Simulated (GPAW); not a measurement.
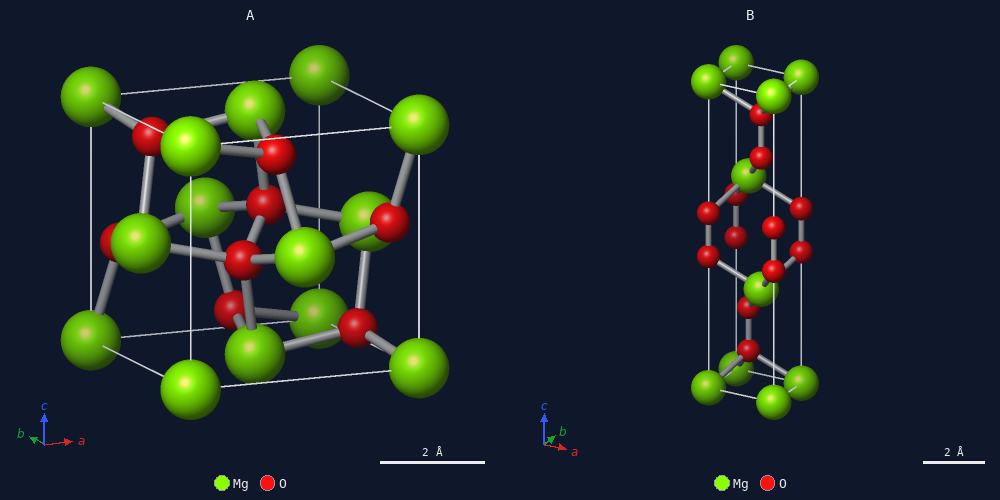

Two structures of MgO2, each relaxed (cell and atoms) at zero pressure; conventional cells in solid outline, small ones repeated, each panel with its own scale. Alike in all runs: GPAW 26.7.0; functional PBEsol; dispersion D3; potentials PAW data sets generated in the run's folder for this functional; cutoff 800 eV; occupations fermi-dirac, width 0.05 eV; no spin polarisation; no spin-orbit coupling. The k meshes have like spacings.

Name the structure in each panel.

A: pyrite, Pa-3; B: 9 atoms a cell on a rhombohedral (trigonal R) lattice, R-3m.

Which of these is lowest in energy, and how far above it do the others lie?

A, then B (+79 meV/atom), static energies at zero smearing.

Collect the results in a table.

| panel | space group | E − E(lowest) (meV/atom) | volume (Å³/atom) | gap (eV) |
| --- | --- | --- | --- | --- |
| A | Pa-3 | 0 | 9.4 | 4.00 |
| B | R-3m | 79 | 9.9 | 2.64 |

The starts are database entries or structure types tried for this composition, and the most stable form need not be among them. Gaps are the least found on the k-mesh, which misses some points of high symmetry; where the band edges lie there, the true gap is smaller, at times by an eV.

Caveat: later steps reuse the first step's grids; semilocal functionals give gaps below the measured ones.
